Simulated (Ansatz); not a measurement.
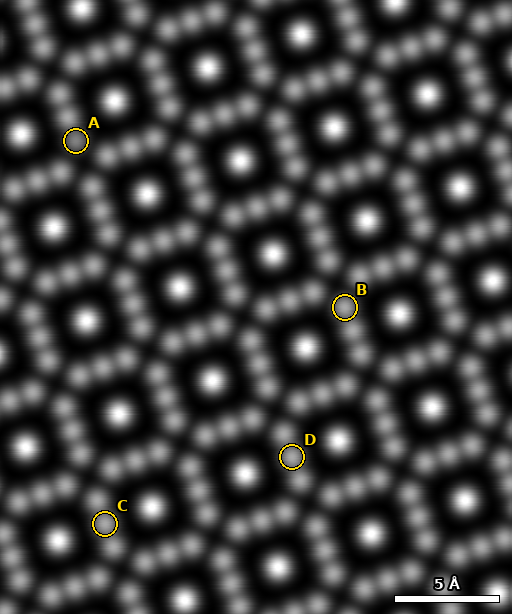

Z-contrast image of Si (Pm-3n, No. 223) along [001]. The image is simulated as a sum over atoms of Z^1.7, blurred by a 0.86 Å probe (no channelling). The display is stretched by a gamma of 0.65; percentages refer to the linear signal. A slight drift was added.

The sample is 3 repeats (14.5 Å) thick. One point defect was put into the perfect crystal, without relaxing the atoms around it. Brightness is counted from the darkest point of the image. Host structure: the end point of a relaxation with Ansatz 0.2.0, DFT, r2SCAN, plane waves (500 eV) with PAW, scalar-relativistic; the starting structure was generated, so it need not be a known form of this composition.

Q: Which ringed column holds the defect, and does it scatter more or less than its equals?

A; it scatters less. The column holds 3 atoms (Si) through the sample, and one Si atom is missing, so its peak drops to about 65 % of that of its equals.
